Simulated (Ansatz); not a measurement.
Single-point calculation, with input and output: Al₁₄₄N₁₄₄ (part 3 of 3)

Al₁₄₄N₁₄₄ (288 atoms in the cell); DFT, HSE06, PAW, plane waves (Ansatz 0.2.0); cutoff 420 eV, 1×1×1 k-mesh, Fermi–Dirac smearing of 0.01 eV. The structure was built on a prototype by a generator.

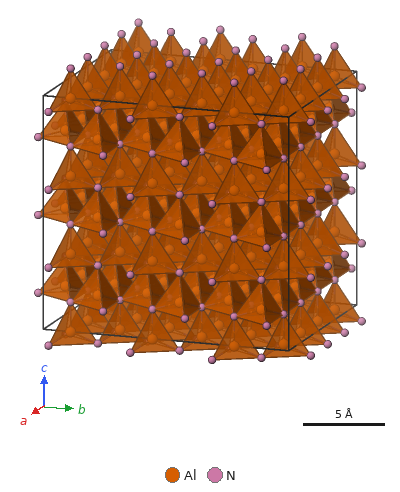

*The input geometry (polyhedral view of the cell of the calculation, seen slightly off an axis; polyhedra are completed across the faces of the cell).*

**Output, continued**
```
  atom 206  N     -0.00000000    -0.01366684     0.00205873
  atom 207  N     -0.00000000    -0.01366684     0.00205873
  atom 208  N     -0.00000000    -0.01366684     0.00205873
  atom 209  N     -0.00000000    -0.01366684     0.00205873
  atom 210  N     -0.00000000    -0.01366684     0.00205873
  atom 211  N     -0.00000000    -0.01366684     0.00205873
  atom 212  N     -0.00000000    -0.01366684     0.00205873
  atom 213  N     -0.00000000    -0.01366684     0.00205873
  atom 214  N     -0.00000000    -0.01366684     0.00205873
  atom 215  N     -0.00000000    -0.01366684     0.00205873
  atom 216  N     -0.00000000    -0.01366684     0.00205873
  atom 217  N      0.00000000     0.01366684     0.00205873
  atom 218  N      0.00000000     0.01366684     0.00205873
  atom 219  N      0.00000000     0.01366684     0.00205873
  atom 220  N      0.00000000     0.01366684     0.00205873
  atom 221  N      0.00000000     0.01366684     0.00205873
  atom 222  N      0.00000000     0.01366684     0.00205873
  atom 223  N     -0.00000000     0.01366684     0.00205873
  atom 224  N     -0.00000000     0.01366684     0.00205873
  atom 225  N     -0.00000000     0.01366684     0.00205873
  atom 226  N      0.00000000     0.01366684     0.00205873
  atom 227  N      0.00000000     0.01366684     0.00205873
  atom 228  N      0.00000000     0.01366684     0.00205873
  atom 229  N      0.00000000     0.01366684     0.00205873
  atom 230  N      0.00000000     0.01366684     0.00205873
  atom 231  N      0.00000000     0.01366684     0.00205873
  atom 232  N      0.00000000     0.01366684     0.00205873
  atom 233  N      0.00000000     0.01366684     0.00205873
  atom 234  N      0.00000000     0.01366684     0.00205873
  atom 235  N     -0.00000000     0.01366684     0.00205873
  atom 236  N     -0.00000000     0.01366684     0.00205873
  atom 237  N     -0.00000000     0.01366684     0.00205873
  atom 238  N     -0.00000000     0.01366684     0.00205873
  atom 239  N     -0.00000000     0.01366684     0.00205873
  atom 240  N     -0.00000000     0.01366684     0.00205873
  atom 241  N     -0.00000000     0.01366684     0.00205873
  atom 242  N     -0.00000000     0.01366684     0.00205873
  atom 243  N     -0.00000000     0.01366684     0.00205873
  atom 244  N      0.00000000     0.01366684     0.00205873
  atom 245  N      0.00000000     0.01366684     0.00205873
  atom 246  N      0.00000000     0.01366684     0.00205873
  atom 247  N      0.00000000     0.01366684     0.00205873
  atom 248  N      0.00000000     0.01366684     0.00205873
  atom 249  N      0.00000000     0.01366684     0.00205873
  atom 250  N      0.00000000     0.01366684     0.00205873
  atom 251  N      0.00000000     0.01366684     0.00205873
  atom 252  N      0.00000000     0.01366684     0.00205873
  atom 253  N      0.00000000     0.01366684     0.00205873
  atom 254  N      0.00000000     0.01366684     0.00205873
  atom 255  N      0.00000000     0.01366684     0.00205873
  atom 256  N      0.00000000     0.01366684     0.00205873
  atom 257  N      0.00000000     0.01366684     0.00205873
  atom 258  N      0.00000000     0.01366684     0.00205873
  atom 259  N     -0.00000000     0.01366684     0.00205873
  atom 260  N     -0.00000000     0.01366684     0.00205873
  atom 261  N     -0.00000000     0.01366684     0.00205873
  atom 262  N     -0.00000000     0.01366684     0.00205873
  atom 263  N     -0.00000000     0.01366684     0.00205873
  atom 264  N     -0.00000000     0.01366684     0.00205873
  atom 265  N     -0.00000000     0.01366684     0.00205873
  atom 266  N     -0.00000000     0.01366684     0.00205873
  atom 267  N     -0.00000000     0.01366684     0.00205873
  atom 268  N      0.00000000     0.01366684     0.00205873
  atom 269  N      0.00000000     0.01366684     0.00205873
  atom 270  N      0.00000000     0.01366684     0.00205873
  atom 271  N      0.00000000     0.01366684     0.00205873
  atom 272  N      0.00000000     0.01366684     0.00205873
  atom 273  N      0.00000000     0.01366684     0.00205873
  atom 274  N     -0.00000000     0.01366684     0.00205873
  atom 275  N      0.00000000     0.01366684     0.00205873
  atom 276  N     -0.00000000     0.01366684     0.00205873
  atom 277  N     -0.00000000     0.01366684     0.00205873
  atom 278  N     -0.00000000     0.01366684     0.00205873
  atom 279  N     -0.00000000     0.01366684     0.00205873
  atom 280  N     -0.00000000     0.01366684     0.00205873
  atom 281  N     -0.00000000     0.01366684     0.00205873
  atom 282  N     -0.00000000     0.01366684     0.00205873
  atom 283  N      0.00000000     0.01366684     0.00205873
  atom 284  N      0.00000000     0.01366684     0.00205873
  atom 285  N      0.00000000     0.01366684     0.00205873
  atom 286  N      0.00000000     0.01366684     0.00205873
  atom 287  N      0.00000000     0.01366684     0.00205873
  atom 288  N      0.00000000     0.01366684     0.00205873
  max |Σ_I F_I| component: 4.04e-4 eV/Å
--- Band table (eV) ---
  k-point 0: bands = ["-10.4270", "-10.0591", "-10.0591", "-9.9865", "-9.9865", "-9.8176", "-9.8176", "-9.6412", "-9.6412", "-9.6412", ... 654 levels left out ..., "14.1033", "14.1033", "14.1033", "14.3272", "14.3272", "14.3498", "14.4939", "14.4939", "14.4986", "14.4986", "14.4986", "14.4986", "14.4986", "14.4986", "14.4986", "14.4986", "14.6578", "14.6578", "14.6578", "14.6578", "14.6738", "14.6738", "14.6738", "14.6738", "14.6738", "14.6738", "14.6738", "14.6738", "15.1121",
      "15.1121", "15.1121", "15.1121", "15.2771", "15.2771", "15.2771", "15.2771", "15.3151", "15.3151", "15.3151", "15.3151", "15.3251", "15.3251", "15.3251", "15.3251", "15.3353", "15.3353", "15.3353", "15.3353", "15.4677", "15.4677", "15.5564", "15.5564", "15.7013", "15.7013", "15.7013", "15.7013", "15.7239", "15.7239", "15.7788", "15.7788", "15.9463", "16.0394", "16.0394", "16.1053", "16.1053", "16.1053", "16.1053", "16.1164", "16.1164",
      "16.1164", "16.1164", "16.4670", "16.4670", "16.4670", "16.4670", "16.4835", "16.4835", "16.4955", "16.4955", "16.4955", "16.4955", "16.5561", "16.5561", "16.5561", "16.5561", "16.5950", "16.5950", "16.5950", "16.5950", "16.5950", "16.5950", "16.5950", "16.5950", "16.6895", "16.6895", "16.6895", "16.6895", "16.6944", "16.6944", "16.6945", "16.6945", "16.6945", "16.6945", "16.6945", "16.6945", "16.6945", "16.6945", "16.7059", "16.7059",
      "16.7059", "16.7059", "16.7251", "16.7251", "16.7953", "16.7953", "16.7953", "16.7953", "16.8123", "16.8123", "16.8360", "16.8360", "16.8360", "16.8360", "16.8360", "16.8360", "16.8360", "16.8360", "16.9880", "16.9880", "17.1682", "17.1682", "17.1682", "17.1682", "17.1824", "17.1824", "17.1824", "17.1824", "17.2022", "17.2022", "17.5095", "17.5095", "17.5095", "17.5095", "17.5095", "17.5095", "17.5095", "17.5095", "17.5643", "17.5643",
      "17.5643", "17.5643", "17.5810", "17.5810", "17.5828", "17.5828", "17.6208", "17.6208", "17.6208", "17.6208", "17.6482", "17.6482", "17.7420", "17.7420", "17.7459", "17.7459", "17.7459", "17.7459", "17.7459", "17.7459", "17.7459", "17.7459", "17.8668", "17.8668", "17.8668", "17.8668", "17.8668", "17.8668", "17.8668", "17.8668", "17.9158", "17.9158", "17.9158", "17.9158", "18.0127", "18.0127", "18.0127", "18.0127", "18.1053", "18.1053",
      "18.1649", "18.1649", "18.1649", "18.1649", "18.2359", "18.2467", "18.2467", "18.4371", "18.4371", "18.4371", "18.4371"]
--- Löwdin populations: 288 sites ---
  site symbol       q [e]
     0     Al      1.8663
     1     Al      1.8663
     2     Al      1.8663
     3     Al      1.8663
     4     Al      1.8663
     5     Al      1.8663
     6     Al      1.8663
     7     Al      1.8663
     8     Al      1.8663
     9     Al      1.8663
    10     Al      1.8663
    11     Al      1.8663
    12     Al      1.8663
    13     Al      1.8663
    14     Al      1.8663
    15     Al      1.8663
    16     Al      1.8663
    17     Al      1.8663
    18     Al      1.8663
    19     Al      1.8663
    20     Al      1.8663
    21     Al      1.8663
    22     Al      1.8663
    23     Al      1.8663
    24     Al      1.8663
    25     Al      1.8663
    26     Al      1.8663
    27     Al      1.8663
    28     Al      1.8663
    29     Al      1.8663
    30     Al      1.8663
    31     Al      1.8663
    32     Al      1.8663
    33     Al      1.8663
    34     Al      1.8663
    35     Al      1.8663
    36     Al      1.8663
    37     Al      1.8663
    38     Al      1.8663
    39     Al      1.8663
    40     Al      1.8663
    41     Al      1.8663
    42     Al      1.8663
    43     Al      1.8663
    44     Al      1.8663
    45     Al      1.8663
    46     Al      1.8663
    47     Al      1.8663
    48     Al      1.8663
    49     Al      1.8663
    50     Al      1.8663
    51     Al      1.8663
    52     Al      1.8663
    53     Al      1.8663
    54     Al      1.8663
    55     Al      1.8663
    56     Al      1.8663
    57     Al      1.8663
    58     Al      1.8663
    59     Al      1.8663
    60     Al      1.8663
    61     Al      1.8663
    62     Al      1.8663
    63     Al      1.8663
    64     Al      1.8663
    65     Al      1.8663
    66     Al      1.8663
    67     Al      1.8663
    68     Al      1.8663
    69     Al      1.8663
    70     Al      1.8663
    71     Al      1.8663
    72     Al      1.8663
    73     Al      1.8663
    74     Al      1.8663
    75     Al      1.8663
    76     Al      1.8663
    77     Al      1.8663
    78     Al      1.8663
    79     Al      1.8663
    80     Al      1.8663
    81     Al      1.8663
    82     Al      1.8663
    83     Al      1.8663
    84     Al      1.8663
    85     Al      1.8663
    86     Al      1.8663
    87     Al      1.8663
    88     Al      1.8663
    89     Al      1.8663
    90     Al      1.8663
    91     Al      1.8663
    92     Al      1.8663
    93     Al      1.8663
    94     Al      1.8663
    95     Al      1.8663
    96     Al      1.8663
    97     Al      1.8663
    98     Al      1.8663
    99     Al      1.8663
   100     Al      1.8663
   101     Al      1.8663
   102     Al      1.8663
   103     Al      1.8663
   104     Al      1.8663
   105     Al      1.8663
   106     Al      1.8663
   107     Al      1.8663
   108     Al      1.8663
   109     Al      1.8663
   110     Al      1.8663
   111     Al      1.8663
   112     Al      1.8663
   113     Al      1.8663
   114     Al      1.8663
   115     Al      1.8663
   116     Al      1.8663
   117     Al      1.8663
   118     Al      1.8663
   119     Al      1.8663
   120     Al      1.8663
   121     Al      1.8663
   122     Al      1.8663
   123     Al      1.8663
   124     Al      1.8663
   125     Al      1.8663
   126     Al      1.8663
   127     Al      1.8663
   128     Al      1.8663
   129     Al      1.8663
   130     Al      1.8663
   131     Al      1.8663
   132     Al      1.8663
   133     Al      1.8663
   134     Al      1.8663
   135     Al      1.8663
   136     Al      1.8663
   137     Al      1.8663
   138     Al      1.8663
   139     Al      1.8663
   140     Al      1.8663
   141     Al      1.8663
   142     Al      1.8663
   143     Al      1.8663
   144      N      6.0637
   145      N      6.0637
   146      N      6.0637
   147      N      6.0637
   148      N      6.0637
   149      N      6.0637
   150      N      6.0637
   151      N      6.0637
   152      N      6.0637
   153      N      6.0637
   154      N      6.0637
   155      N      6.0637
   156      N      6.0637
   157      N      6.0637
   158      N      6.0637
   159      N      6.0637
   160      N      6.0637
   161      N      6.0637
   162      N      6.0637
   163      N      6.0637
   164      N      6.0637
   165      N      6.0637
   166      N      6.0637
   167      N      6.0637
   168      N      6.0637
   169      N      6.0637
   170      N      6.0637
   171      N      6.0637
   172      N      6.0637
   173      N      6.0637
   174      N      6.0637
   175      N      6.0637
   176      N      6.0637
   177      N      6.0637
   178      N      6.0637
   179      N      6.0637
   180      N      6.0637
   181      N      6.0637
   182      N      6.0637
   183      N      6.0637
   184      N      6.0637
   185      N      6.0637
   186      N      6.0637
   187      N      6.0637
   188      N      6.0637
   189      N      6.0637
   190      N      6.0637
   191      N      6.0637
   192      N      6.0637
   193      N      6.0637
   194      N      6.0637
   195      N      6.0637
   196      N      6.0637
   197      N      6.0637
   198      N      6.0637
   199      N      6.0637
   200      N      6.0637
   201      N      6.0637
   202      N      6.0637
   203      N      6.0637
   204      N      6.0637
   205      N      6.0637
   206      N      6.0637
   207      N      6.0637
   208      N      6.0637
   209      N      6.0637
   210      N      6.0637
   211      N      6.0637
   212      N      6.0637
   213      N      6.0637
   214      N      6.0637
   215      N      6.0637
   216      N      6.0637
   217      N      6.0637
   218      N      6.0637
   219      N      6.0637
   220      N      6.0637
   221      N      6.0637
   222      N      6.0637
   223      N      6.0637
   224      N      6.0637
   225      N      6.0637
   226      N      6.0637
   227      N      6.0637
   228      N      6.0637
   229      N      6.0637
   230      N      6.0637
   231      N      6.0637
   232      N      6.0637
   233      N      6.0637
   234      N      6.0637
   235      N      6.0637
   236      N      6.0637
   237      N      6.0637
   238      N      6.0637
   239      N      6.0637
   240      N      6.0637
   241      N      6.0637
   242      N      6.0637
   243      N      6.0637
   244      N      6.0637
   245      N      6.0637
   246      N      6.0637
   247      N      6.0637
   248      N      6.0637
   249      N      6.0637
   250      N      6.0637
   251      N      6.0637
   252      N      6.0637
   253      N      6.0637
   254      N      6.0637
   255      N      6.0637
   256      N      6.0637
   257      N      6.0637
   258      N      6.0637
   259      N      6.0637
   260      N      6.0637
   261      N      6.0637
   262      N      6.0637
   263      N      6.0637
   264      N      6.0637
   265      N      6.0637
   266      N      6.0637
   267      N      6.0637
   268      N      6.0637
   269      N      6.0637
   270      N      6.0637
   271      N      6.0637
   272      N      6.0637
   273      N      6.0637
   274      N      6.0637
   275      N      6.0637
   276      N      6.0637
   277      N      6.0637
   278      N      6.0637
   279      N      6.0637
   280      N      6.0637
   281      N      6.0637
   282      N      6.0637
   283      N      6.0637
   284      N      6.0637
   285      N      6.0637
   286      N      6.0637
   287      N      6.0637
  spilling = 0.008747 (of n_electrons = 1152.000000)
```

**Summary**

```json
{"quantity": "outcome", "value": "converged"}
{"quantity": "space group (tolerance 0.01 Å)", "value": "P6₃mc (186)"}
{"quantity": "electrons treated", "value": "1152"}
{"quantity": "free energy", "value": "−133157.7003 eV"}
{"quantity": "Fermi energy", "value": "8.996 eV"}
{"quantity": "largest force (length of the vector)", "value": "0.014 eV/Å"}
{"quantity": "wall time", "value": "5.3 min (CPU time 24 min)"}
{"quantity": "peak memory", "value": "14 GiB"}
```

Warnings of the run: the structure was made exactly symmetric. The k-point mesh is coarse for a cell of this size, so the results may not be converged.
